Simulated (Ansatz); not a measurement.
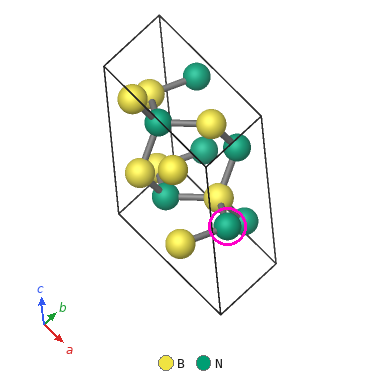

The system is BN (P6_3mc phase) with one N vacancy (15 atoms in the cell, cell charge +3); the picture shows the reference structure. 
- An atom moved over a plane that holds its own site and a neighbouring vacancy (x along [−1 −1 −2], y along [1 −3 2], z along [−1 0 0] of the conventional cell).
- First axis: path of N9 from its site (0) to the vacancy (1), 2.554 Å. Second axis: shift of N9 across the path, along the Cartesian direction [2 1 0].
- Nothing is relaxed (all other atoms held at the sites of the perfect crystal).
- The scan uses an 11 × 9 grid; 52 points were computed and 26 follow by symmetry. At 21 points there is no value (left out of the scan, as a rule where atoms come close).
- Points are written as (first, second).
- All energies are given in eV per cell relative to the lowest grid point.
- The lowest point has no gap; 1 points of the grid have one on the k-mesh. The cell is charged on a uniform background, without a charge correction.
- The calculation used DFT PBE, scalar-relativistic, plane waves, PAW (Ansatz). Settings: cutoff 420 eV, k-mesh 6×6×6, gaussian smearing 0.05 eV, no spin polarisation.

Range: path of N9 from its site (0) to the vacancy (1), 2.554 Å from −0.125 to 1.125; shift of N9 across the path, along the Cartesian direction [2 1 0] from −0.700 to 0.700 Å.

> What will the energy surface look like?

The lowest grid point is at (0.000, 0.000 Å) [nearest 4 B at 1.57 Å]; the map holds 2 wells of about this depth. It is the only kind of minimum in the scanned range. The highest grid point, (0.625, 0.000 Å) [nearest 1 B at 0.96 Å], lies 13.2 eV above the lowest. On the interpolated surface the easiest way out of the lowest well to a well of about the same depth near (1.000, 0.000 Å) [nearest 4 B at 1.57 Å] passes a barrier of about 5.9 eV.

```csv
"second ↓, first →",−0.125,0.000,0.125,0.250,0.375,0.500,0.625,0.750,0.875,1.000,1.125
0.700,13.0,–,12.9,8.1,6.7,6.9,6.7,8.1,13.0,–,12.9
0.525,6.0,7.0,5.9,4.8,5.3,6.0,5.5,4.9,6.0,7.0,5.9
0.350,2.5,2.4,2.3,3.1,5.1,6.3,5.2,3.3,2.5,2.4,2.3
0.175,1.1,0.4,0.9,3.2,7.1,9.4,7.2,3.4,1.1,0.4,0.9
0.000,1.2,0.0,1.1,5.4,13.1,–,13.2,5.5,1.2,0.0,1.1
−0.175,2.4,0.5,2.3,9.8,–,–,–,9.8,2.4,0.5,2.3
−0.350,4.2,1.4,4.2,–,–,–,–,–,4.2,1.4,4.2
−0.525,6.3,2.7,6.3,–,–,–,–,–,6.3,2.7,6.3
−0.700,8.1,4.3,8.1,–,–,–,–,–,8.1,4.3,8.1
```

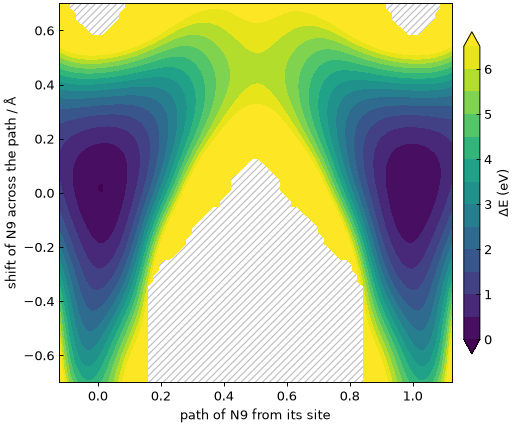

Drawn: filled contours, one colour for all values above the top of the scale, hatched blanks where no value was computed. Between grid points the surface is interpolated.

The whole map (52 points run) took 8.7 min on 4 threads of Intel(R) Xeon(R) 6975P-C (Granite Rapids), with other jobs on the host.

PAW datasets: the set soft_1.
